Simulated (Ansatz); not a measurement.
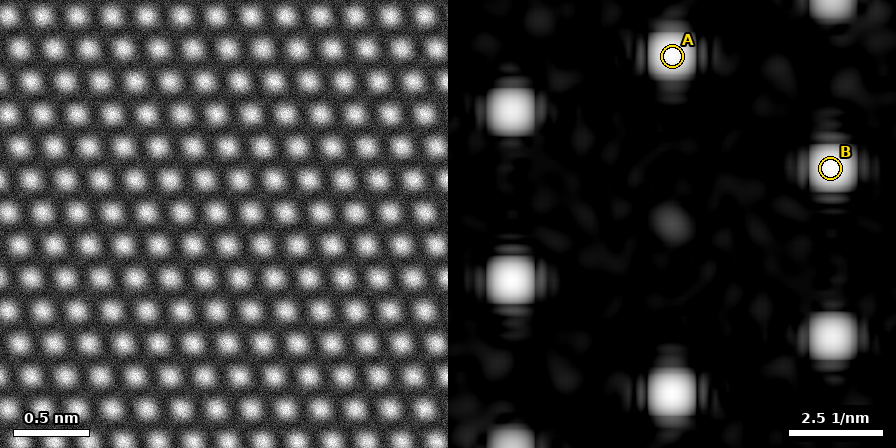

Phase-contrast TEM-like image of Rh (Fm-3m, No. 225) along [110]. Simulated in the weak-phase-object approximation with neutral-atom potentials: 80 kV, Cs = −13 µm, defocus +88 Å (negative is underfocus), defocus spread 15 Å, aperture 0.86 1/Å. Shot noise was added. Model: a calculation's starting geometry.

The right panel is the modulus of the image's Fourier transform on a logarithmic scale.

a = 3.800 Å, b = 3.800 Å, c = 3.800 Å, α = 90.00°, β = 90.00°, γ = 90.00°

**Index the marked spots and give their plane spacings (the zone axis points at the viewer; indices equivalent by symmetry, or all signs reversed, are as good).**

A: (1 -1 -1), d = 2.19 Å; B: (1 -1 1), d = 2.19 Å. A and B enclose 71°, and every spot obeys the zone law hu + kv + lw = 0 for [110].
